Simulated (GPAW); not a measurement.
## Near-edge structure at the N K edge of wurtzite (GaN)₁₋ₓ(AlN)ₓ at x = 0

Aim: the N K edge in wurtzite (GaN)₁₋ₓ(AlN)ₓ at x = 0, one member of a composition series.

Method: X-ray absorption from dipole matrix elements to empty bands, plane-wave PAW LDA, in GPAW 26.7.0.

## Step 1: Starting point

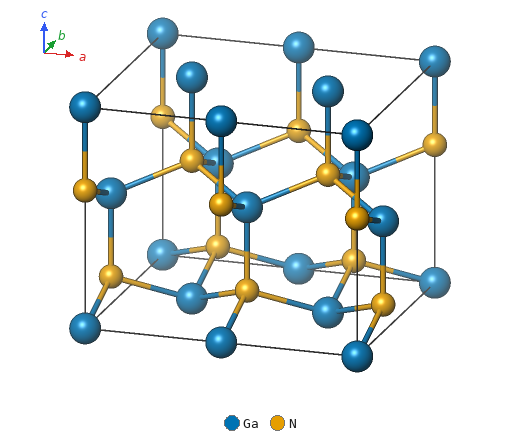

The starting structure, seen from a free direction (gallium blue, nitrogen orange). Some periodic images of atoms are drawn too.

Coordinates:

```xyz
16
Lattice="6.3780 0.0000 0.0000 0.0000 5.5235 0.0000 0.0000 0.0000 5.1850" Properties=species:S:1:pos:R:3 pbc="T T T"
Ga    0.0000    0.0000    0.0000
N     0.0000    1.8412    0.6425
Ga    0.0000    1.8412    2.5925
N     0.0000    0.0000    3.2350
Ga    1.5945    2.7618    0.0000
N     1.5945    4.6029    0.6425
Ga    1.5945    4.6029    2.5925
N     1.5945    2.7618    3.2350
Ga    3.1890    0.0000    0.0000
N     3.1890    1.8412    0.6425
Ga    3.1890    1.8412    2.5925
N     3.1890    0.0000    3.2350
Ga    4.7835    2.7618    0.0000
N     4.7835    4.6029    0.6425
Ga    4.7835    4.6029    2.5925
N     4.7835    2.7618    3.2350
```

## Step 2: Relaxation

The cell was built by hand, so its atoms are relaxed first: near-edge features follow bond lengths closely.

Contents of relax.py:

```python
import numpy as np
from ase import Atoms
from ase.parallel import parprint, paropen
from gpaw import GPAW, PW, FermiDirac, Mixer, MixerDif, setup_paths
from ase.optimize import BFGS

atoms = Atoms('GaNGaNGaNGaNGaNGaNGaNGaN',
    cell=[[6.378, 0, 0],
     [0, 5.52351, 0],
     [0, 0, 5.185]],
    scaled_positions=[[0, 0, 0],
     [0, 0.333333, 0.123907],
     [0, 0.333333, 0.5],
     [0, 0, 0.623907],
     [0.25, 0.5, 0],
     [0.25, 0.833333, 0.123907],
     [0.25, 0.833333, 0.5],
     [0.25, 0.5, 0.623907],
     [0.5, 0, 0],
     [0.5, 0.333333, 0.123907],
     [0.5, 0.333333, 0.5],
     [0.5, 0, 0.623907],
     [0.75, 0.5, 0],
     [0.75, 0.833333, 0.123907],
     [0.75, 0.833333, 0.5],
     [0.75, 0.5, 0.623907]],
    pbc=True)
atoms.calc = GPAW(legacy_gpaw=True, mode=PW(500, force_complex_dtype=True), xc='LDA', setups={},
    kpts={'size': (3, 3, 3), 'gamma': True}, occupations=FermiDirac(0.08),
    charge=0, mixer=Mixer(0.1, 5, 50), maxiter=150,
    convergence={'density': 0.0001, 'eigenstates': 1e-6}, txt='relax.txt')
steps = []
opt = BFGS(atoms, logfile='-')
opt.attach(lambda: steps.append([atoms.get_potential_energy(), float(np.linalg.norm(atoms.get_forces(), axis=1).max())]))
done = opt.run(fmax=0.05, steps=30)
out = dict(done=bool(done), steps=steps, frac=atoms.get_scaled_positions().tolist())
import json
with paropen('out.json', 'w') as f:
    json.dump(out, f)
```

Command:

```bash
$ OMP_NUM_THREADS=1 mpirun -n 4 gpaw python relax.py
```

Numbers of over 12 decimals in the logs are rounded to 6 here.

Log:

```text
Input parameters:
  convergence: {density: 0.0001,
                eigenstates: 1e-06}
  kpts: {gamma: True,
         size: (3, 3, 3)}
  maxiter: 150
  mixer: {backend: pulay,
          beta: 0.1,
          method: separate,
          nmaxold: 5,
          weight: 50}
  mode: {ecut: 500.0,
         force_complex_dtype: True,
         name: pw}
  occupations: {fixmagmom: False,
                name: fermi-dirac,
[...]
1    33     10.16307    0.00000

Fermi level: 7.14333

Gap: 1.919 eV
Transition (v -> c):
  (s=0, k=0, n=31, [0.00, 0.00, 0.00]) -> (s=0, k=0, n=32, [0.00, 0.00, 0.00])
No difference between direct/indirect transitions

Forces in eV/Ang:
[...]
14 Ga    0.00041   -0.00066    0.03331
 15 N    -0.00248    0.00052   -0.03052
Step     Time          Energy          fmax
BFGS:    0 02:07:18     -106.066782        0.086960
BFGS:    1 02:07:21     -106.067591        0.045182
[key lines of the parts left out:]
Converged after 4 iterations.
Dipole moment: (-0.000000, 4.737245, -5.930273) |e|*Ang
Free energy:   -106.067591
```

Elapsed: 18 s, on 4 MPI ranks of Arm Neoverse V2, shared host; peak memory 0.24 GiB; 70 s of CPU time.

In 1 steps the energy fell by 1 meV (energies extrapolated to zero smearing) and the largest force to 0.045 eV/Å. No atom moved by more than 0.005 Å.

## Step 3: Ground state of the crystal

A plain self-consistent run shows whether there is a gap, which decides the set-up of the core-hole run.

Contents of scf.py:

```python
import numpy as np
from ase import Atoms
from ase.parallel import parprint, paropen
from gpaw import GPAW, PW, FermiDirac, Mixer, MixerDif, setup_paths
from gpaw.test import gen
setup_paths.insert(0, '.')
gen('N', name='nch1s', xcname='LDA', corehole=(1, 0, 0), write_xml=True)
from gpaw.mpi import world
world.barrier()

atoms = Atoms('GaNGaNGaNGaNGaNGaNGaNGaN',
    cell=[[6.378, 0, 0],
     [0, 5.52351, 0],
     [0, 0, 5.185]],
    scaled_positions=[[0, 0.0000033, 0.0001793],
     [0, 0.333329, 0.1236679],
     [0, 0.3333297, 0.500181],
     [0, 0.000004, 0.6237834],
     [0.25, 0.5000032, 0.0001793],
     [0.2500117, 0.8333289, 0.1236679],
     [0.25, 0.8333298, 0.500181],
     [0.2500117, 0.5000041, 0.6237834],
     [0.5, 0.0000032, 0.0001794],
     [0.5, 0.3333289, 0.1236678],
     [0.5, 0.3333298, 0.5001811],
     [0.5, 0.0000041, 0.6237833],
     [0.75, 0.5000032, 0.0001793],
     [0.7499883, 0.8333289, 0.1236679],
     [0.75, 0.8333298, 0.500181],
     [0.7499883, 0.5000041, 0.6237834]],
    pbc=True)
atoms.calc = calc = GPAW(legacy_gpaw=True, mode=PW(500, force_complex_dtype=True), xc='LDA', setups={1: 'nch1s'},
    kpts={'size': (4, 5, 5), 'gamma': True}, occupations=FermiDirac(0.05),
    charge=0, mixer=Mixer(0.1, 5, 50), maxiter=150,
    convergence={'density': 0.0001, 'eigenstates': 1e-6}, txt='scf.txt')
energy = atoms.get_potential_energy() + calc.get_reference_energy()
ef = calc.get_fermi_level()
out = dict(energy=energy, fermi=ef, forces=atoms.get_forces().tolist())
parprint(f'all-electron energy {energy:.4f} eV, Fermi level {ef:.4f} eV')
ev = np.array([[calc.get_eigenvalues(k, s) for k in range(len(calc.get_ibz_k_points()))] for s in range(calc.get_number_of_spins())])
out['homo'], out['lumo'], out['counts'] = ev[ev < ef].max(), ev[ev > ef].min(), sorted(set((ev < ef).sum((0, 2)).tolist()))
out['filled'] = (ev[:, 0] < ef).sum(1).tolist()
import json
with paropen('out.json', 'w') as f:
    json.dump(out, f)
```

Command:

```bash
$ OMP_NUM_THREADS=1 mpirun -n 4 gpaw python scf.py
```

Log:

```text
Input parameters:
  convergence: {density: 0.0001,
                eigenstates: 1e-06}
  kpts: {gamma: True,
         size: (4, 5, 5)}
  maxiter: 150
  mixer: {backend: pulay,
          beta: 0.1,
          method: separate,
          nmaxold: 5,
          weight: 50}
  mode: {ecut: 500.0,
         force_complex_dtype: True,
         name: pw}
  occupations: {fixmagmom: False,
                name: fermi-dirac,
                width: 0.05}
  setups: {1: nch1s}

Initialize ...

[... PAW data sets ...]

Reference energy: -434231.444372  # eV

Spin-paired calculation

[... convergence settings ...]
Symmetries present (total): 2
  [... symmetry matrices ...]

100 k-points: 4 x 5 x 5 Monkhorst-Pack grid + [1/8,0.000000,0.000000]
39 k-points in the irreducible part of the Brillouin zone
       k-points in crystal coordinates                weights
   0:     0.00000000    0.00000000    0.00000000          1/100
   1:     0.00000000    0.00000000    0.20000000          2/100
   2:     0.00000000    0.00000000    0.40000000          2/100
   3:     0.00000000    0.20000000   -0.40000000          2/100
   4:     0.00000000    0.20000000   -0.20000000          2/100
   5:     0.00000000    0.20000000    0.00000000          2/100
   6:     0.00000000    0.20000000    0.20000000          2/100
   7:     0.00000000    0.20000000    0.40000000          2/100
   8:     0.00000000    0.40000000   -0.40000000          2/100
   9:     0.00000000    0.40000000   -0.20000000          2/100
          ...
  38:     0.50000000    0.40000000    0.40000000          2/100

Wave functions: Plane wave expansion
  Cutoff energy: 500.000 eV
  Number of coefficients (min, max): 4614, 4662
  Pulay-stress correction: 0.000000 eV/Ang^3 (de/decut=0.000000)
  Using FFTW library
  Wavefunction extrapolation:
    Improved wavefunction reuse through dual PAW basis

Occupation numbers: Fermi-Dirac:
  width: 0.0500  # eV

Eigensolver
   Davidson(niter=2)

Densities:
  Coarse grid: 35*30*27 grid
  Fine grid: 70*60*54 grid
  Total Charge: 0.000000

Density mixing:
  Method: separate
  Backend: pulay
  Linear mixing parameter: 0.1
  old densities: 5
  Width of damping distribution: 1.1
  Damping of long wavelength oscillations: 50

[... Hamiltonian set-up ...]
Number of atoms: 16
Number of atomic orbitals: 64
Number of bands in calculation: 43
Number of valence electrons: 64
Bands to converge: occupied

... initialized

Initializing position-dependent things.

Density initialized from atomic densities
Creating initial wave functions:
  43 bands from LCAO basis set

Positions:
   0 Ga     0.000000    0.000018    0.000930    ( 0.0000,  0.0000,  0.0000)
   1 N      0.000000    1.841146    0.641218    ( 0.0000,  0.0000,  0.0000)
   2 Ga     0.000000    1.841150    2.593438    ( 0.0000,  0.0000,  0.0000)
   3 N      0.000000    0.000022    3.234317    ( 0.0000,  0.0000,  0.0000)
   4 Ga     1.594500    2.761773    0.000930    ( 0.0000,  0.0000,  0.0000)
   5 N      1.594575    4.602901    0.641218    ( 0.0000,  0.0000,  0.0000)
   6 Ga     1.594500    4.602905    2.593438    ( 0.0000,  0.0000,  0.0000)
[...]
13 N      4.783425    4.602901    0.641218    ( 0.0000,  0.0000,  0.0000)
  14 Ga     4.783500    4.602905    2.593438    ( 0.0000,  0.0000,  0.0000)
  15 N      4.783425    2.761778    3.234317    ( 0.0000,  0.0000,  0.0000)

Unit cell:
           periodic     x           y           z      points  spacing
  1. axis:    yes    6.378000    0.000000    0.000000    35     0.1822
  2. axis:    yes    0.000000    5.523510    0.000000    30     0.1841
  3. axis:    yes    0.000000    0.000000    5.185000    27     0.1920

  Lengths:   6.378000   5.523510   5.185000
  Angles:   90.000000  90.000000  90.000000

Effective grid spacing dv^(1/3) = 0.1861

iter:   1  -118.890290
iter:   2  -112.712292   -1.07  -0.57
iter:   3  -106.346711   -0.23  -0.68
iter:   4  -106.340170   -1.17  -1.14
iter:   5  -106.102168   -1.94  -1.49
iter:   6  -106.100999   -3.50  -2.43
iter:   7  -106.169548   -2.15  -2.46
iter:   8  -106.098562   -2.27  -1.86
iter:   9  -106.099017   -3.80  -3.37
iter:  10  -106.098939c  -5.22  -3.32
iter:  11  -106.098954c  -5.80  -4.03c
iter:  12  -106.098950c  -7.24c -3.71
iter:  13  -106.098941c  -5.85  -3.78
iter:  14  -106.098954c  -5.82  -4.31c
iter:  15  -106.098940c  -6.19c -3.71
iter:  16  -106.098940c  -6.88c -4.51c

Converged after 16 iterations.

Dipole moment: (-0.000000, 4.738766, -5.936008) |e|*Ang

Energy contributions relative to reference atoms: (reference = -434231.444372)

Kinetic:       +241.163341
Potential:     -206.554803
External:        +0.000000
XC:            -140.664466
Entropy (-ST):   -0.000000
Local:           -0.043012
SIC:             +0.000000
--------------------------
Free energy:   -106.098940
Extrapolated:  -106.098940

Showing only first 2 kpts
 Kpt  Band  Eigenvalues  Occupancy
  0    30      6.13722    2.00000
  0    31      6.13760    2.00000
  0    32      8.05885    0.00000
  0    33     10.30460    0.00000

  1    30      6.02175    2.00000
  1    31      6.02214    2.00000
  1    32      8.96099    0.00000
  1    33     10.38718    0.00000

Fermi level: 7.14470

Gap: 1.921 eV
Transition (v -> c):
  (s=0, k=0, n=31, [0.00, 0.00, 0.00]) -> (s=0, k=0, n=32, [0.00, 0.00, 0.00])
No difference between direct/indirect transitions

Forces in eV/Ang:
  0 Ga    0.00000   -0.00126    0.03943
  1 N     0.00000    0.00025   -0.05106
  2 Ga    0.00000    0.00127    0.03683
  3 N     0.00000   -0.00019   -0.02574
  4 Ga    0.00033   -0.00056    0.03895
  5 N     0.00325    0.00006   -0.05112
  6 Ga    0.00031    0.00056    0.03638
[...]
13 N    -0.00325    0.00006   -0.05112
 14 Ga   -0.00031    0.00056    0.03638
 15 N    -0.00321   -0.00007   -0.02567
Scalar-relativistic atomic LDA calculation for N (Nitrogen, Z=7)
Core hole in 1s state (1s occupation: 2.0)
300 radial gridpoints.
|------------------------------------------------|
|------------------------------------------------|
[... the atom generator's iteration count ...]

Energy contributions:
-------------------------
Kinetic:      +53.816217
XC:            -6.142385
Potential:   -101.727472
-------------------------
Total:        -54.053639

state      eigenvalue         ekin         rmax
-----------------------------------------------
1s^2.0 :   -14.019608    21.782698        0.149
2s^2.0 :    -0.676924     2.368146        1.016
2p^3.0 :    -0.265967     1.838177        0.965
-----------------------------------------------
(units: Bohr and Hartree)

Generating PAW setup
Kinetic energy of the core from tauc = 43.592016
Cutoffs:
rc(s)=1.140
rc(p)=1.000
rc(d)=1.090
rc(vbar)=1.120
rc(comp)=1.090
rc(nct)=1.140

Kinetic energy of the core states: 43.565395
Charge: 0.0
Core electrons: 2.0
Valence electrons: 5.0
Pseudo-core charge: 0.013034
Shape function alpha=8.417
Pseudo-electron charge 5.012684
state    eigenvalue         norm
--------------------------------
2s(2) :    -0.676924     1.071713
*s    :     0.323076
2p(3) :    -0.265967     0.952074
*p    :     0.734033
*d    :     0.000000
--------------------------------

Diagonalizing with gridspacing h=0.050

state   all-electron     PAW
-------------------------------
2s:      -0.676924    -0.677975
2p:      -0.265967    -0.268121
*d:                    0.048644
*f:                    0.076426
-------------------------------
all-electron energy -434337.5433 eV, Fermi level 7.1447 eV
```

It took 47 s on 4 MPI ranks; peak memory 0.3 GiB.

The mesh shows a gap of 1.92 eV. The excited electron is kept all the same, so that all members of the series, with or without a gap, are treated alike.

## Step 4: Reference energy of the cell

The photon energy needs a difference of total energies, so the cell and mesh of the coming hole run are first run without a hole.

Edit scf.py of step 3 so:

```diff
@@ -32,3 +32,3 @@
 atoms.calc = calc = GPAW(legacy_gpaw=True, mode=PW(500, force_complex_dtype=True), xc='LDA', setups={1: 'nch1s'},
-    kpts={'size': (4, 5, 5), 'gamma': True}, occupations=FermiDirac(0.05),
+    kpts={'size': (3, 3, 3), 'gamma': True}, occupations=FermiDirac(0.02),
     charge=0, mixer=Mixer(0.1, 5, 50), maxiter=150,
```

Log:

```text
Input parameters:
  convergence: {density: 0.0001,
                eigenstates: 1e-06}
  kpts: {gamma: True,
         size: (3, 3, 3)}
  maxiter: 150
  mixer: {backend: pulay,
          beta: 0.1,
          method: separate,
          nmaxold: 5,
          weight: 50}
  mode: {ecut: 500.0,
         force_complex_dtype: True,
         name: pw}
  occupations: {fixmagmom: False,
                name: fermi-dirac,
[...]
2s(2) :    -0.676924     1.071713
*s    :     0.323076
2p(3) :    -0.265967     0.952074
*p    :     0.734033
*d    :     0.000000
--------------------------------

Diagonalizing with gridspacing h=0.050

state   all-electron     PAW
-------------------------------
2s:      -0.676924    -0.677975
2p:      -0.265967    -0.268121
*d:                    0.048644
*f:                    0.076426
-------------------------------
all-electron energy -434337.5120 eV, Fermi level 6.7876 eV
[key lines of the parts left out:]
Converged after 15 iterations.
Dipole moment: (-0.000000, 4.737156, -5.932543) |e|*Ang
Free energy:   -106.067589
Fermi level: 6.78759
```

Wall time 14 s (4 MPI ranks); peak memory 0.23 GiB; 57 s of CPU time.

Reference energy: -434337.512 eV with the cores included.

(Part 1 of 2 ends here.)

[Banner, clock and machine lines of the logs are left out without a mark of their own.]

[Logs are printed without paths, hosts, clocks, repeated set-up lines and the standing remarks that a program may print on its own settings, such as how far it seeks lower states.]

[Hosts, paths, dates, database ids (printed as entryN), source tags and the programs' standing remarks are cut or masked in the printed files.]

[Lists of maxima count a maximum above −3 eV only where it reaches 4 % of the highest in the window and stands out from its surroundings by 2 % of it (1.5 % where it reaches 55 %); shoulders and weaker maxima are passed over, and of the rest the first, up to two pre-edge ones and the few strongest are named.]
